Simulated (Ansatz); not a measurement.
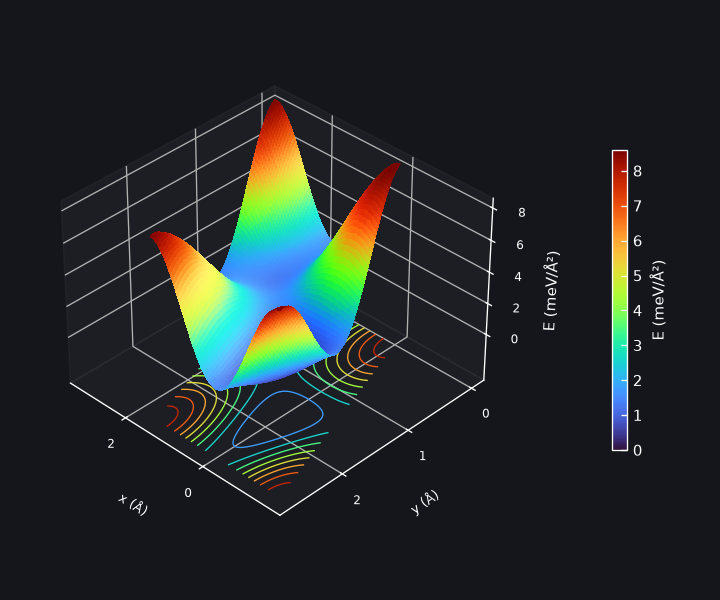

Energy landscape of a bilayer of two MoS₂ sheets (1T type) (6 atoms in the cell). The upper layer of a bilayer is slid over the lower one; relaxed at each slide: nothing; the origin of the map has S4 above S3; the distance between the facing planes is held at 3.24 Å. Places are given modulo a cell vector. The map is drawn in real space over the plane of the slide. Grid: 6 × 6 points; 10 points were computed and 26 follow by symmetry. All energies are given in meV/Å² relative to the lowest grid point. At a held distance the lowest stacking need not be the one that binds best once the distance relaxes. These are results of Ansatz, DFT PBE+D3(BJ), scalar-relativistic, plane waves, PAW, not measurements. Settings: cutoff 420 eV, k-mesh 12×12×1, gaussian smearing 0.1 eV, no spin polarisation.

Drawn: a relief with its contours projected below, any walls above the top of the colour scale cut off. Between grid points the surface is interpolated. 

### What does the map say about the system?

The lowest grid point is at (2/6, 4/6) of the cell vectors. A higher local minimum lies near (4/6, 2/6) of the cell vectors (1.3 meV/Å² above the lowest at that grid point). The highest grid point, (0/6, 0/6) of the cell vectors, lies 8.6 meV/Å² above the lowest. On the interpolated surface the easiest way out of the lowest well to the well at (4/6, 2/6) of the cell vectors passes a barrier of about 1.6 meV/Å². Facing atoms of the upper layer at the lowest point: S above Mo of a deeper plane, the Mo behind them above S; at the highest: S above S, the Mo behind them above S.

The input of one point:

```yaml
crystal:
  lattice:
    - [3.1346592763, 0.0, 0.0]
    - [-1.5673296382, 2.7146945655, 0.0]
    - [0.0, 0.0, 23.9375766064]
  atoms:
    - { symbol: S, position: [0.0, 0.0, 0.1879889545] }
    - { symbol: Mo, position: [0.6666666667, 0.3333333333, 0.2552219154] }
    - { symbol: S, position: [0.3333333333, 0.6666666667, 0.3224548763] }
    - { symbol: S, position: [0.6666666667, 1.3333333333, 0.4578069235] }
    - { symbol: Mo, position: [1.3333333333, 1.6666666667, 0.5250398844] }
    - { symbol: S, position: [1.0, 2.0, 0.5922728453] }
basis:
  ecutwfc: 420
kpoints:
  mp_grid: { grid: [12, 12, 1] }
hamiltonian:
  xc: pbe
  pseudopotentials: { kind: paw, azcp: { folder: soft_1 } }
  dispersion: d3bj
scf:
  occupations: { method: gaussian, width: 0.1 }
output:
  forces: true
  eigenvalues: true
efield:
  axis: 3
  dipole_correction: true
  ramp_width: 0.04
```

Each point was launched as `ansatz run input.yaml --threads 2 --pin off --max-ram 6144MiB --backend cpu --events-out ev --progress --plain --runs-dir out`. Time for the 10 points that were run: 4.7 min on 2 threads of Arm Neoverse N1, with other jobs on the host.
